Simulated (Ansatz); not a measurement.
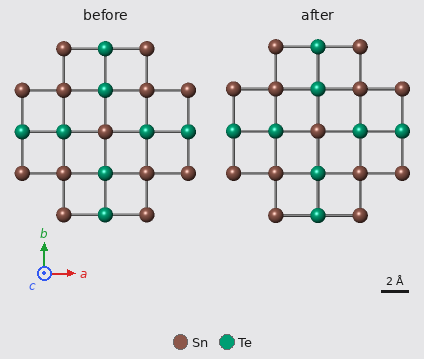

The structure of crystalline SnTe (set up in Fm-3m) before (left) and after (right) a relaxation, at one scale.

A ball-and-stick model of the conventional cell (4 times the calculation's cell), seen along the c axis. Lengths and directions refer to the drawn axes.

Computed with DFT PBE, scalar-relativistic, plane waves, PAW (Ansatz).

Input file:
```yaml
crystal:
  lattice:
    - [0.0, -3.1565, -3.1565]
    - [3.1565, 0.0, -3.1565]
    - [3.1565, -3.1565, 0.0]
  atoms:
    - { symbol: Sn, position: [0.5, 0.5, 0.5] }
    - { symbol: Te, position: [0.0, 0.0, 0.0] }
basis:
  ecutwfc: 420
kpoints:
  mp_grid: { grid: [10, 10, 10] }
hamiltonian:
  xc: pbe
scf:
  occupations: { method: gaussian, width: 0.01 }
output:
  forces: true
  stress: true
  eigenvalues: true
relax:
  adjacent_minimum: "off"
  f_tol: 0.005
  max_steps: 80
  cell: { stress_tol: 0.05 }
```

Q: Summarise the run.

A: No atom moves by more than 0.005 Å relative to the cell. The volume changes by +4.8 %, with a = b = c 6.313 → 6.412 Å (+1.6 %). Among the contacts that change: Sn1–Te2 3.156 → 3.206 Å. The space group stays Fm-3m (No. 225). The energy falls by 17.8 meV per cell of the calculation in 2 accepted moves (3 points after the start). All forces vanish by symmetry, so only the cell relaxes. The pressure goes from 2.01 to −0.03 GPa. At 1 point the geometry stayed and the basis and grid were re-selected for the new cell (energy shift of 0.5 meV per cell of the calculation at most each time). The run took about 16 core-seconds on a shared host.
